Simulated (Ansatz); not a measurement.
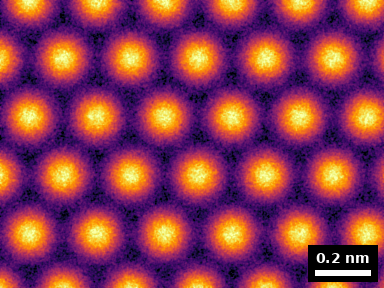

An image along [111] of one of the structures below (computed or model cells, partly hypothetical, each in its standard cell). The image is simulated as a sum over atoms of Z^1.7, blurred by a 1.30 Å probe (no channelling). The probe carries 25 % of its weight in a tail 2.5 times as wide. The display is stretched by a gamma of 0.65; percentages refer to the linear signal. Shot noise was added.

A. Rh
Space group Fm-3m (No. 225). a = 3.830 Å, b = 3.830 Å, c = 3.830 Å, α = 90.00°, β = 90.00°, γ = 90.00°
```json
{"atom": "Rh", "site": "4a", "symmetry": "m-3m", "x": "0.0000", "y": "0.0000", "z": "0.0000"}
```

B. Ti
Space group P6_3/mmc (No. 194). a = 2.900 Å, b = 2.900 Å, c = 4.589 Å, α = 90.00°, β = 90.00°, γ = 120.00°
```json
{"atom": "Ti", "site": "2d", "symmetry": "-6m2", "x": "0.3333", "y": "0.6667", "z": "0.7500"}
```

C. Rh
Space group Im-3m (No. 229). a = 3.016 Å, b = 3.016 Å, c = 3.016 Å, α = 90.00°, β = 90.00°, γ = 90.00°
```tsv
atom	site	symmetry	x	y	z
Rh	2a	m-3m	0.0000	0.0000	0.0000
```

### Which of them gives this image?

C, Rh. Along [111] the projected cells are A 1.56 × 1.56 Å, 120°; B 2.45 × 2.79 Å, 116°; C 2.46 × 2.46 Å, 120°. The image repeats as C does.

Structure C: a calculation's starting geometry; the starting structure was generated, so it need not be a known form of this composition.
